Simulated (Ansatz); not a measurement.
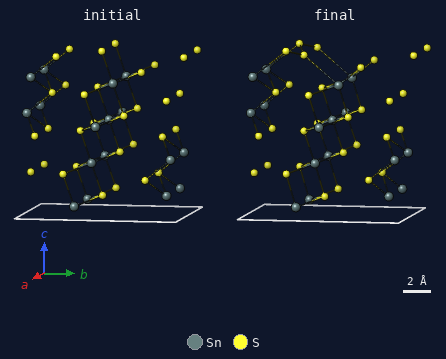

The structure of a slab of composition SnS2 (cut from the P6_3mc phase) before (left) and after (right) a relaxation, at one scale.

The picture is a ball-and-stick view of the 2 × 1 repeat of the cell, outlined in the plane, without the vacuum (origin shifted), seen slightly off an axis.

Case: (1 0 1) slab, atoms relaxed. The slab is the (1 0 1) face of SnS2.

The calculation used Ansatz, DFT PBE+D3(BJ), scalar-relativistic, plane waves, PAW.

Input
```yaml
crystal:
  lattice:
    - [3.6685057156, 0.0, 0.0]
    - [-1.8342528578, 12.0780132278, 0.0]
    - [0.0, 0.0, 26.6275022298]
  atoms:
    - { symbol: Sn, position: [0.9648506425, 0.9297012849, 0.28166367] }
    - { symbol: Sn, position: [0.2206165466, 0.4412330931, 0.3008489646] }
    - { symbol: S, position: [0.5355070482, 0.0710140964, 0.3054105592] }
    - { symbol: S, position: [0.6731350327, 0.3462700654, 0.3538157315] }
    - { symbol: S, position: [0.3028047605, 0.605609521, 0.3629664431] }
    - { symbol: S, position: [0.9289009368, 0.8578018736, 0.3730010262] }
    - { symbol: Sn, position: [0.4994460671, 0.9988921343, 0.3967754379] }
    - { symbol: Sn, position: [0.7552119712, 0.5104239425, 0.4159607326] }
    - { symbol: S, position: [0.0701024728, 0.1402049457, 0.4205223271] }
    - { symbol: S, position: [0.2077304573, 0.4154609147, 0.4689274995] }
    - { symbol: S, position: [0.8374001852, 0.6748003704, 0.4780782111] }
    - { symbol: S, position: [0.4634963615, 0.9269927229, 0.4881127941] }
    - { symbol: Sn, position: [0.0340414918, 0.0680829836, 0.5118872059] }
    - { symbol: Sn, position: [0.2898073959, 0.5796147918, 0.5310725005] }
    - { symbol: S, position: [0.6046978975, 0.209395795, 0.535634095] }
    - { symbol: S, position: [0.742325882, 0.484651764, 0.5840392674] }
    - { symbol: S, position: [0.3719956098, 0.7439912197, 0.593189979] }
    - { symbol: S, position: [0.9980917861, 0.9961835722, 0.6032245621] }
    - { symbol: Sn, position: [0.5686369165, 0.1372738329, 0.6269989738] }
    - { symbol: Sn, position: [0.8244028206, 0.6488056411, 0.6461842685] }
    - { symbol: S, position: [0.1392933222, 0.2785866443, 0.650745863] }
    - { symbol: S, position: [0.2769213067, 0.5538426133, 0.6991510354] }
    - { symbol: S, position: [0.9065910345, 0.813182069, 0.708301747] }
    - { symbol: S, position: [0.5326872108, 0.0653744216, 0.71833633] }
basis:
  ecutwfc: 420
kpoints:
  mp_grid: { grid: [7, 3, 1] }
hamiltonian:
  xc: pbe
  dispersion: d3bj
scf:
  occupations: { method: gaussian, width: 0.05 }
output:
  forces: true
  eigenvalues: true
relax:
  adjacent_minimum: "off"
  f_tol: 0.02
  max_steps: 60
efield:
  axis: 3
  dipole_correction: true
  ramp_width: 0.04
```

Command:
```bash
ansatz run input.yaml --threads 2 --pin off --max-ram 5120MiB --backend cpu --events-out ev --progress --plain --runs-dir out
```

Summarise the run.

Answer. The run was cut off at its time limit before the relaxation converged, so the last structure is only a point on the way. Over 16 accepted moves (17 points after the start) the energy falls by 3.639 eV per cell of the calculation. The largest force component goes from 0.79 to 0.061 eV/Å. The line search rejected the trial step at point 9 of the run. S24 moves most relative to the layer's centre: 1.67 Å at 77° to the normal (−c side). By element the largest moves are S 1.67 Å, Sn 0.25 Å. The lattice vectors keep their values. Among the contacts that change: S23–S24 3.566 → 2.100 Å, Sn19–S24 2.582 → 3.478 Å, Sn20–S23 2.584 → 3.330 Å, Sn19–S21 2.584 → 2.469 Å. New bonds form: S23–S24 (3.57 → 2.10 Å), S23–S24 (3.57 → 2.12 Å). Among the angles between lasting bonds that change: S18–Sn19–S21 179.9° → 161.9°, S17–Sn20–S22 179.9° → 163.2°, S15–Sn19–S21 90.4° → 106.6°. The run took 73 min on 2 threads of Intel(R) Xeon(R) Processor @ 2.50GHz (Skylake/Cascade Lake) (shared host), peak memory 2.7 GiB.
